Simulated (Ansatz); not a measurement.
System: Cu, space group Im-3m (No. 229).

Structure:
```
CELL_PARAMETERS angstrom
-1.44262 1.44262 1.44262
1.44262 -1.44262 1.44262
1.44262 1.44262 -1.44262
ATOMIC_POSITIONS crystal
Cu 0.00000 0.00000 0.00000
```

Computed with Ansatz 0.2.0: periodic Kohn-Sham DFT of a crystal at fixed atoms, scaled to the stated factor times the given cell; pressure positive in compression. Level: PBE.

- method: frozen-core PAW
- relativity: scalar
- k mesh: 16×16×16
- occupations: Fermi–Dirac
- smearing width: 0.08 eV
- wave cutoff: 420 eV
- PAW set: soft_2

V(given) is 12.01 Å³/atom.

Describe the result: the pressure against V/V(given). The V/V(given) takes the values 0.941, 0.980, 1.000, 1.020, 1.060.

The pressure falls from 9.9 GPa at V/V(given) 0.941 to −7.0 GPa at 1.060, and changes sign near 1.000. The volume at zero pressure from a fit of the pressures is 12 Å³/atom. The bulk modulus from that fit is 140 GPa.

| V/V(given) | pressure (GPa) |
| --- | --- |
| 0.941 | 9.9 |
| 0.980 | 2.9 |
| 1.000 | 0.0 |
| 1.020 | −2.6 |
| 1.060 | −7.0 |

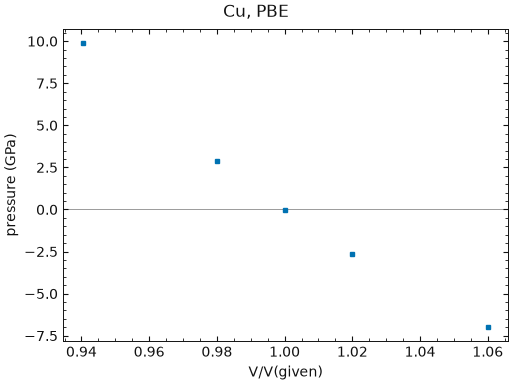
